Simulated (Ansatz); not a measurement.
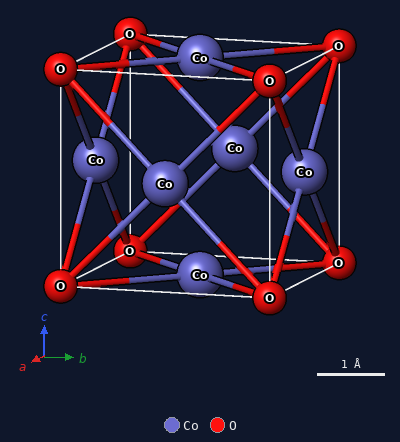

The starting structure (ball-and-stick view of the cell of the calculation, seen slightly off an axis).

Geometry relaxation, with input and output: Co3O (part 1 of 2)

- system: Co3O (Pm-3m, 4 atoms in the cell)
- method: DFT PBE, scalar-relativistic, plane waves, PAW, spin-polarised (Ansatz 0.2.0)

The structure was made by swapping elements on the sites of another compound; it need not be a known phase. It belongs to a series of runs on one base structure; here: Cu3Au (L1_2) type (Pm-3m, No. 221). Figures and captions count atoms from 1; the log counts them from 0 in places.

### The program's output
```
Engine: ansatz 0.2.0, x86_64-unknown-linux-gnu
Pseudopotentials: kind: paw
Pseudopotential: Co, paw, valence charge 17, recommended cutoff 420 eV (normal), Co.paw.azcp
Pseudopotential: O, paw, valence charge 6, recommended cutoff 420 eV (normal), O.paw.azcp
Functional definition: PBE
  parameter kappa = 0.804
  parameter beta = 0.06672455060314922
  exchange = pbe_x(kappa = kappa, mu = beta*pi^2/3)
  correlation = pbe_c(beta = beta)
Crystal: 4 atoms, lattice volume = 36.785 Å³
Basis set: ecut = 420 eV, 739 PW (Γ), exchange–correlation on 48×48×48 points (8 copies of the dense FFT grid, shifted against one another)
Bands: 39, of which v1, the nominal top of the filled ones, is band 29 counted from 1 (28 counted from 0)
Symmetry: 48 space group operations
Space group: Pm-3m (ITA 221), of the structure as read, at distance tolerance 3.3e-5 Å
Magnetic group: BNS 221.92 (UNI 1594), of the structure as read, at distance tolerance 3.3e-5 Å
k-points: 20 of 216
Non-local potential: Co, projectors of the file, l = 0: 3, l = 1: 2, l = 2: 3, l = 3: 1
Non-local potential: O, projectors of the file, l = 0: 2, l = 1: 2, l = 2: 1
PAW form: soft (Blöchl's): semilocal exchange-correlation on the pseudo side does not see the compensation charge
PAW one-centre angular grid: Co, 590 points (default); XC on 64 Gauss nodes
PAW one-centre angular grid: O, 110 points (default); XC on 64 Gauss nodes
Initial density: superposition of atomic densities (chi_scale 0.1, normalization cell, long waves kept (reshape's long-wave potential 0.02 eV rms))
Starting moments: Σ|m| = 6.88 μB on 4 of 4 sites
Initial wavefunctions: pseudopotential atomic-orbital guess
Functional: x = pbe(κ = 0.804, μ = 0.2195149727645171), c = pbe(β = 0.06672455060314922)
SCF iter   1: F=—  HF=-15951.064060 eV  |F-HF|=—  |Δ(HF+E_count)|=         —  Δρ=3.29e-1 (↑1.95e-1 ↓3.29e-1)  dr2=9.58e1  dr2_m=5.44e0  M=3.055 μB ∫|m|=3.091 μB  β_m=0.30  ethr=3.10e-3  ⟨swp⟩=6.0  Hψ=5543  notcnv=0  defer=4
preconditioner: auto → Kerker (q_TF=auto, 2.935 Å⁻¹)  [metal: Δε(μ)=0.029 eV  Ē_g=11.459 eV  σ=0.100 eV  W_gap=0.16  n_scr=18 (ndim 8)  ℏωp=35.2 eV  f_vac=0.000  D(μ)=6.71/eV (n_scr^D=122)]
spin=Collinear: Kerker preconditioning applied to the charge; magnetization (m = ρ↑ − ρ↓) channel mixes plain (no charge-response kernel on spin).
SCF iter   2: F=—  HF=-15941.637251 eV  |F-HF|=—  |Δ(HF+E_count)|=    9.43e0  Δρ=1.01e-1 (↑4.06e-2 ↓1.01e-1)  dr2=2.76e0  dr2_m=6.84e-1  M=6.003 μB ∫|m|=6.018 μB  β_m=1.00  ethr=3.10e-3  ⟨swp⟩=3.8  Hψ=3623  notcnv=0  defer=148
SCF iter   3: F=—  HF=-15941.047506 eV  |F-HF|=—  |Δ(HF+E_count)|=   5.90e-1  Δρ=2.89e-2 (↑2.84e-2 ↓2.89e-2)  dr2=1.41e0  dr2_m=3.83e-3  M=5.804 μB ∫|m|=5.913 μB  β_m=0.30  ethr=3.10e-3  ⟨swp⟩=2.5  Hψ=2673  notcnv=0  defer=143
SCF iter   4: F=—  HF=-15940.888484 eV  |F-HF|=—  |Δ(HF+E_count)|=   1.59e-1  Δρ=1.83e-2 (↑1.83e-2 ↓1.34e-2)  dr2=3.92e-1  dr2_m=2.10e-2  M=5.914 μB ∫|m|=6.024 μB  β_m=1.00  ethr=2.48e-3  ⟨swp⟩=2.4  Hψ=2533  notcnv=0  defer=143
SCF iter   5: F=—  HF=-15940.849545 eV  |F-HF|=—  |Δ(HF+E_count)|=   3.89e-2  Δρ=2.48e-2 (↑9.48e-3 ↓2.48e-2)  dr2=1.71e-1  dr2_m=6.84e-2  M=6.179 μB ∫|m|=6.287 μB  β_m=0.30  ethr=6.89e-4  ⟨swp⟩=2.3  Hψ=2615  notcnv=0  defer=135
SCF iter   6: F=—  HF=-15940.904419 eV  |F-HF|=—  |Δ(HF+E_count)|=   5.49e-2  Δρ=1.36e-2 (↑8.99e-3 ↓1.36e-2)  dr2=2.44e-2  dr2_m=3.43e-2  M=6.167 μB ∫|m|=6.283 μB  β_m=1.00  ethr=3.00e-4  ⟨swp⟩=2.1  Hψ=2065  notcnv=0  defer=142
SCF iter   7: F=—  HF=-15940.922037 eV  |F-HF|=—  |Δ(HF+E_count)|=   1.76e-2  Δρ=6.90e-3 (↑4.70e-3 ↓6.90e-3)  dr2=4.49e-2  dr2_m=4.92e-4  M=6.147 μB ∫|m|=6.273 μB  β_m=0.30  ethr=4.27e-5  ⟨swp⟩=2.1  Hψ=2438  notcnv=0  defer=147
SCF iter   8: F=—  HF=-15940.947585 eV  |F-HF|=—  |Δ(HF+E_count)|=   2.55e-2  Δρ=2.94e-3 (↑2.94e-3 ↓2.58e-3)  dr2=5.39e-4  dr2_m=2.08e-3  M=6.199 μB ∫|m|=6.325 μB  β_m=1.00  ethr=4.27e-5  ⟨swp⟩=1.6  Hψ=1838  notcnv=0  defer=147
SCF iter   9: F=—  HF=-15940.962527 eV  |F-HF|=—  |Δ(HF+E_count)|=   1.49e-2  Δρ=2.28e-3 (↑1.17e-3 ↓2.28e-3)  dr2=1.38e-3  dr2_m=7.02e-4  M=6.219 μB ∫|m|=6.349 μB  β_m=0.30  ethr=9.46e-7  ⟨swp⟩=2.0  Hψ=2564  notcnv=0  defer=147
SCF iter  10: F=—  HF=-15940.973665 eV  |F-HF|=—  |Δ(HF+E_count)|=   1.11e-2  Δρ=2.03e-3 (↑1.08e-3 ↓2.03e-3)  dr2=2.36e-4  dr2_m=7.47e-4  M=6.224 μB ∫|m|=6.356 μB  β_m=0.30  ethr=9.46e-7  ⟨swp⟩=2.0  Hψ=2543  notcnv=0  defer=147
SCF iter  11: F=—  HF=-15940.979816 eV  |F-HF|=—  |Δ(HF+E_count)|=   6.15e-3  Δρ=1.91e-3 (↑1.22e-3 ↓1.91e-3)  dr2=1.07e-4  dr2_m=8.16e-4  M=6.230 μB ∫|m|=6.364 μB  β_m=0.30  ethr=4.13e-7  ⟨swp⟩=2.0  Hψ=2542  notcnv=0  defer=147
SCF iter  12: F=—  HF=-15940.983368 eV  |F-HF|=—  |Δ(HF+E_count)|=   3.55e-3  Δρ=1.97e-3 (↑1.24e-3 ↓1.97e-3)  dr2=1.65e-4  dr2_m=8.55e-4  M=6.236 μB ∫|m|=6.373 μB  β_m=0.30  ethr=1.88e-7  ⟨swp⟩=2.0  Hψ=2565  notcnv=0  defer=147
SCF iter  13: F=—  HF=-15940.985428 eV  |F-HF|=—  |Δ(HF+E_count)|=   2.06e-3  Δρ=1.58e-3 (↑1.58e-3 ↓1.20e-3)  dr2=8.30e-5  dr2_m=6.26e-4  M=6.237 μB ∫|m|=6.376 μB  β_m=0.30  ethr=1.88e-7  ⟨swp⟩=2.0  Hψ=2589  notcnv=0  defer=147
SCF iter  14: F=—  HF=-15940.986499 eV  |F-HF|=—  |Δ(HF+E_count)|=   1.07e-3  Δρ=1.88e-3 (↑1.07e-3 ↓1.88e-3)  dr2=2.26e-4  dr2_m=6.94e-4  M=6.245 μB ∫|m|=6.384 μB  β_m=0.30  ethr=1.46e-7  ⟨swp⟩=2.0  Hψ=2587  notcnv=0  defer=147
SCF iter  15: F=—  HF=-15940.987207 eV  |F-HF|=—  |Δ(HF+E_count)|=   7.08e-4  Δρ=1.21e-3 (↑1.10e-3 ↓1.21e-3)  dr2=5.20e-6  dr2_m=4.47e-4  M=6.246 μB ∫|m|=6.386 μB  β_m=0.30  ethr=1.46e-7  ⟨swp⟩=2.0  Hψ=2215  notcnv=0  defer=147
Mixer restart at iter 15: flushing history
spin-set hold released at iteration 15 (site moments' squared step at or under half its running peak, from the soft ceiling on): the magnetisation degrees of freedom join the quasi-Newton model from the next iteration; the mixer history was flushed
SCF iter  16: F=—  HF=-15940.987626 eV  |F-HF|=—  |Δ(HF+E_count)|=   4.19e-4  Δρ=1.16e-3 (↑9.09e-4 ↓1.16e-3)  dr2=2.20e-5  dr2_m=3.53e-4  M=6.249 μB ∫|m|=6.389 μB  β_m=0.48  ethr=9.12e-9  ⟨swp⟩=2.0  Hψ=2631  notcnv=0  defer=147
SCF iter  17: F=—  HF=-15940.988331 eV  |F-HF|=—  |Δ(HF+E_count)|=   7.04e-4  Δρ=4.38e-4 (↑3.33e-4 ↓4.38e-4)  dr2=2.62e-5  dr2_m=3.28e-5  M=6.256 μB ∫|m|=6.399 μB  β_m=0.65  ethr=9.12e-9  ⟨swp⟩=3.0  Hψ=3092  notcnv=0  defer=147
SCF iter  18: F=—  HF=-15940.988381 eV  |F-HF|=—  |Δ(HF+E_count)|=   5.05e-5  Δρ=4.01e-4 (↑1.67e-4 ↓4.01e-4)  dr2=7.53e-5  dr2_m=1.11e-5  M=6.262 μB ∫|m|=6.405 μB  β_m=0.59  ethr=9.12e-9  ⟨swp⟩=2.1  Hψ=2619  notcnv=0  defer=147
SCF iter  19: F=—  HF=-15940.988374 eV  |F-HF|=—  |Δ(HF+E_count)|=   7.61e-6  Δρ=7.04e-5 (↑5.53e-5 ↓7.04e-5)  dr2=2.35e-6  dr2_m=1.79e-7  M=6.260 μB ∫|m|=6.403 μB  β_m=0.66  ethr=9.12e-9  ⟨swp⟩=2.3  Hψ=2524  notcnv=0  defer=147
SCF iter  20: F=—  HF=-15940.988374 eV  |F-HF|=—  |Δ(HF+E_count)|=   1.14e-7  Δρ=2.50e-5 (↑1.82e-5 ↓2.50e-5)  dr2=4.92e-7  dr2_m=4.01e-8  M=6.260 μB ∫|m|=6.403 μB  β_m=0.77  ethr=4.12e-9  ⟨swp⟩=2.0  Hψ=1947  notcnv=0  defer=147
SCF iter  21: F=—  HF=-15940.988374 eV  |F-HF|=—  |Δ(HF+E_count)|=   3.94e-8  Δρ=1.80e-5 (↑1.21e-5 ↓1.80e-5)  dr2=1.84e-7  dr2_m=5.65e-9  M=6.260 μB ∫|m|=6.403 μB  β_m=0.82  ethr=8.62e-10  ⟨swp⟩=2.0  Hψ=2109  notcnv=0  defer=147
SCF iter  22: F=-15940.988374 eV  HF=-15940.988374 eV  |F-HF|=1.40e-9  |Δ(HF+E_count)|=   4.25e-8  Δρ=3.74e-6 (↑2.60e-6 ↓3.74e-6)  dr2=7.47e-9  dr2_m=3.17e-10  M=6.260 μB ∫|m|=6.403 μB  ethr=1.75e-10  ⟨swp⟩=10.1  Hψ=6686  notcnv=0
SCF 1 converged in 22 iterations: F = -15940.988374 eV  dr2 = 7.47e-9
  greatest PAW one-centre occupation: 1.002 electrons in one spin orbital (limit 2), on the Co atom at site 1 (counted from 0), in its partial waves of l = 1
relax step   1: F+E_penalty+E_count = -15940.98837351 eV  Δ(F+E_penalty+E_count) = +0.000e0 eV  max|allowed force component| = 1.071e-28 eV/Å  Δτ_max = 0.0000 Å  P = +39.115 GPa  Ω = 36.785 Å³  (22 SCF iters, dr2 threshold 1.00e-7 eV, accepted)
Crystal: 4 atoms, lattice volume = 39.667 Å³
Basis set: ecut = 420 eV, 751 PW (Γ), exchange–correlation on 48×48×48 points (8 copies of the dense FFT grid, shifted against one another)
Initial density: handed on by an earlier stage of this run
Starting moments: Σ|m| = 6.88 μB on 4 of 4 sites; this step starts from the density that it was given
Initial wavefunctions: those handed on with the density
iter 1 solved again at ethr=1.01e-3 eV; its pass at ethr=3.10e-3 eV (dr2=5.76e-1 eV) is discarded
SCF iter   1: F=—  HF=-15941.551398 eV  |F-HF|=—  |Δ(HF+E_count)|=         —  Δρ=3.09e-2 (↑1.84e-2 ↓3.09e-2)  dr2=5.71e-1  dr2_m=1.30e-1  M=6.810 μB ∫|m|=6.932 μB  β_m=0.30  ethr=1.01e-3  ⟨swp⟩=1.1  Hψ=7042  notcnv=0
preconditioner: auto → Kerker (q_TF=auto, 2.898 Å⁻¹)  [metal: Δε(μ)=0.059 eV  Ē_g=10.394 eV  σ=0.100 eV  W_gap=0.32  n_scr=18 (ndim 8)  ℏωp=33.9 eV  f_vac=0.000  D(μ)=3.04/eV (n_scr^D=32)]
spin=Collinear: Kerker preconditioning applied to the charge; magnetization (m = ρ↑ − ρ↓) channel mixes plain (no charge-response kernel on spin).
SCF iter   2: F=—  HF=-15941.500030 eV  |F-HF|=—  |Δ(HF+E_count)|=   5.14e-2  Δρ=8.20e-3 (↑8.20e-3 ↓6.37e-3)  dr2=4.18e-2  dr2_m=1.15e-2  M=6.586 μB ∫|m|=6.737 μB  β_m=0.33  ethr=1.00e-3  ⟨swp⟩=2.0  Hψ=1966  notcnv=0
SCF iter   3: F=—  HF=-15941.495267 eV  |F-HF|=—  |Δ(HF+E_count)|=   4.76e-3  Δρ=7.51e-3 (↑5.37e-3 ↓7.51e-3)  dr2=4.05e-2  dr2_m=1.13e-2  M=6.649 μB ∫|m|=6.791 μB  β_m=0.47  ethr=7.33e-5  ⟨swp⟩=1.7  Hψ=2109  notcnv=0  defer=1
SCF iter   4: F=—  HF=-15941.487979 eV  |F-HF|=—  |Δ(HF+E_count)|=   7.29e-3  Δρ=2.94e-3 (↑1.69e-3 ↓2.94e-3)  dr2=5.24e-3  dr2_m=2.90e-4  M=6.626 μB ∫|m|=6.770 μB  β_m=0.51  ethr=7.11e-5  ⟨swp⟩=2.0  Hψ=1699  notcnv=0  defer=1
SCF iter   5: F=—  HF=-15941.486505 eV  |F-HF|=—  |Δ(HF+E_count)|=   1.47e-3  Δρ=1.36e-3 (↑7.41e-4 ↓1.36e-3)  dr2=8.63e-4  dr2_m=2.26e-4  M=6.645 μB ∫|m|=6.787 μB  β_m=0.76  ethr=9.20e-6  ⟨swp⟩=2.3  Hψ=2023  notcnv=0  defer=2
SCF iter   6: F=—  HF=-15941.486461 eV  |F-HF|=—  |Δ(HF+E_count)|=   4.39e-5  Δρ=4.69e-4 (↑2.71e-4 ↓4.69e-4)  dr2=8.71e-5  dr2_m=3.31e-5  M=6.632 μB ∫|m|=6.778 μB  β_m=0.88  ethr=1.51e-6  ⟨swp⟩=2.0  Hψ=2065  notcnv=0  defer=2
SCF iter   7: F=—  HF=-15941.486454 eV  |F-HF|=—  |Δ(HF+E_count)|=   6.83e-6  Δρ=2.57e-4 (↑9.36e-5 ↓2.57e-4)  dr2=2.92e-5  dr2_m=5.58e-6  M=6.637 μB ∫|m|=6.781 μB  β_m=0.94  ethr=1.53e-7  ⟨swp⟩=2.0  Hψ=1887  notcnv=0  defer=5
SCF iter   8: F=—  HF=-15941.486453 eV  |F-HF|=—  |Δ(HF+E_count)|=   8.72e-7  Δρ=1.35e-4 (↑6.09e-5 ↓1.35e-4)  dr2=1.02e-5  dr2_m=8.59e-7  M=6.636 μB ∫|m|=6.781 μB  β_m=0.97  ethr=5.13e-8  ⟨swp⟩=1.0  Hψ=1420  notcnv=0  defer=5
iter 9 did not close the SCF: its close was put off until two iterations running show no level that it waits for move by more than its bar (scf_convergence_deferred on its scf_iter line)
SCF iter   9: F=-15941.486452 eV  HF=-15941.486452 eV  |F-HF|=1.46e-8  |Δ(HF+E_count)|=   1.13e-6  Δρ=1.79e-5 (↑1.31e-5 ↓1.79e-5)  dr2=5.26e-8  dr2_m=7.28e-8  M=6.635 μB ∫|m|=6.779 μB  β_m=0.98  ethr=7.02e-10  ⟨swp⟩=7.2  Hψ=6680  notcnv=0
iter 10 did not close the SCF: its close was put off until two iterations running show no level that it waits for move by more than its bar (scf_convergence_deferred on its scf_iter line)
SCF iter  10: F=-15941.486452 eV  HF=-15941.486452 eV  |F-HF|=1.02e-9  |Δ(HF+E_count)|=   1.67e-8  Δρ=6.02e-6 (↑3.40e-6 ↓6.02e-6)  dr2=4.07e-9  dr2_m=6.89e-9  M=6.635 μB ∫|m|=6.779 μB  β_m=0.99  ethr=9.22e-11  ⟨swp⟩=1.9  Hψ=4317  notcnv=0
SCF iter  11: F=-15941.486452 eV  HF=-15941.486452 eV  |F-HF|=2.68e-9  |Δ(HF+E_count)|=   1.92e-9  Δρ=2.86e-6 (↑2.86e-6 ↓9.99e-7)  dr2=2.85e-9  dr2_m=4.81e-10  M=6.635 μB ∫|m|=6.779 μB  ethr=7.14e-12  ⟨swp⟩=1.1  Hψ=4222  notcnv=0
SCF 2 converged in 11 iterations: F = -15941.486452 eV  dr2 = 2.85e-9
[... from here on the iterations of each SCF are left out, up to the last one ...]
relax step   2: F+E_penalty+E_count = -15941.48645209 eV  Δ(F+E_penalty+E_count) = -4.981e-1 eV  max|allowed force component| = 5.318e-29 eV/Å  Δτ_max = 0.0000 Å  P = +18.378 GPa  Ω = 39.667 Å³  energy of the carried Pulay correction = -8.026e-3 eV  (11 SCF iters, dr2 threshold 4.00e-7 eV, accepted)
Crystal: 4 atoms, lattice volume = 42.623 Å³
Basis set: ecut = 420 eV, 847 PW (Γ), exchange–correlation on 48×48×48 points (8 copies of the dense FFT grid, shifted against one another)
preconditioner: auto → Kerker (q_TF=auto, 2.864 Å⁻¹)  [metal: Δε(μ)=0.063 eV  Ē_g=9.874 eV  σ=0.100 eV  W_gap=0.34  n_scr=18 (ndim 8)  ℏωp=32.7 eV  f_vac=0.000  D(μ)=2.37/eV (n_scr^D=26)]
spin=Collinear: Kerker preconditioning applied to the charge; magnetization (m = ρ↑ − ρ↓) channel mixes plain (no charge-response kernel on spin).
SCF 3 converged in 11 iterations: F = -15941.661370 eV  dr2 = 1.35e-9
relax step   3: F+E_penalty+E_count = -15941.66137033 eV  Δ(F+E_penalty+E_count) = -1.749e-1 eV  max|allowed force component| = 1.637e-29 eV/Å  Δτ_max = 0.0000 Å  P = +2.001 GPa  Ω = 42.623 Å³  energy of the carried Pulay correction = -1.566e-2 eV  (11 SCF iters, dr2 threshold 4.00e-7 eV, accepted)
Crystal: 4 atoms, lattice volume = 43.071 Å³
preconditioner: auto → Kerker (q_TF=auto, 2.859 Å⁻¹)  [metal: Δε(μ)=0.027 eV  Ē_g=9.796 eV  σ=0.100 eV  W_gap=0.15  n_scr=18 (ndim 8)  ℏωp=32.5 eV  f_vac=0.000  D(μ)=2.63/eV (n_scr^D=26)]
spin=Collinear: Kerker preconditioning applied to the charge; magnetization (m = ρ↑ − ρ↓) channel mixes plain (no charge-response kernel on spin).
SCF 4 converged in 7 iterations: F = -15941.662771 eV  dr2 = 1.97e-7
relax step   4: F+E_penalty+E_count = -15941.66277118 eV  Δ(F+E_penalty+E_count) = -1.401e-3 eV  max|allowed force component| = 7.954e-29 eV/Å  Δτ_max = 0.0000 Å  P = -0.195 GPa  Ω = 43.071 Å³  energy of the carried Pulay correction = -1.676e-2 eV  (7 SCF iters, dr2 threshold 4.00e-7 eV, accepted)
Initial wavefunctions: pseudopotential atomic-orbital guess (no wavefunctions were taken with the density)
preconditioner: auto → Kerker (q_TF=auto, 2.859 Å⁻¹)  [metal: Δε(μ)=0.018 eV  Ē_g=9.797 eV  σ=0.100 eV  W_gap=0.10  n_scr=18 (ndim 8)  ℏωp=32.5 eV  f_vac=0.000  D(μ)=2.72/eV (n_scr^D=26)]
spin=Collinear: Kerker preconditioning applied to the charge; magnetization (m = ρ↑ − ρ↓) channel mixes plain (no charge-response kernel on spin).
SCF 5 converged in 8 iterations: F = -15941.711530 eV  dr2 = 2.39e-10
relax step   5: F+E_penalty+E_count = -15941.71152995 eV  Δ(F+E_penalty+E_count) = -4.876e-2 eV  max|allowed force component| = 1.488e-28 eV/Å  Δτ_max = 0.0000 Å  P = +2.047 GPa  Ω = 43.071 Å³  stress off target by 2.05e0 GPa  SCF on the basis re-selected at this cell (its energy is not comparable with the rows above)  (8 SCF iters)
basis re-selected at this cell: Δ(F+E_penalty+E_count) = -4.876e-2 eV, ΔP = +2.242 GPa vs the last step (what re-selecting the basis moved, of the pressure what is left beyond the Pulay correction that the steps carried, after the strain that the cell walked since its last selection, with what the two solves' SCF thresholds leave and, on support functions, any second-order correction that the steps lacked; it is no measure of the basis error at this ecutwfc). This SCF's stress stands 2.05e0 GPa from its target on what of the cell is left free (relax.cell.stress_tol is 4.00e-1 GPa) and its largest allowed force component is 1.49e-28 eV/Å (relax.f_tol is 4.00e-2 eV/Å): not within both, so this SCF does not close the relaxation
Crystal: 4 atoms, lattice volume = 43.495 Å³
preconditioner: auto → Kerker (q_TF=auto, 2.854 Å⁻¹)  [metal: Δε(μ)=0.015 eV  Ē_g=9.728 eV  σ=0.100 eV  W_gap=0.08  n_scr=18 (ndim 8)  ℏωp=32.3 eV  f_vac=0.000  D(μ)=2.60/eV (n_scr^D=26)]
spin=Collinear: Kerker preconditioning applied to the charge; magnetization (m = ρ↑ − ρ↓) channel mixes plain (no charge-response kernel on spin).
SCF 6 converged in 7 iterations: F = -15941.713514 eV  dr2 = 2.73e-8
relax step   6: F+E_penalty+E_count = -15941.71351427 eV  Δ(F+E_penalty+E_count) = -1.984e-3 eV  max|allowed force component| = 1.880e-28 eV/Å  Δτ_max = 0.0000 Å  P = +0.345 GPa  Ω = 43.495 Å³  energy of the carried Pulay correction = -1.158e-3 eV  (7 SCF iters, dr2 threshold 4.00e-7 eV, accepted)
iter 1 solved again at ethr=8.66e-9 eV; its pass at ethr=3.10e-3 eV (dr2=4.93e-6 eV) is discarded
```
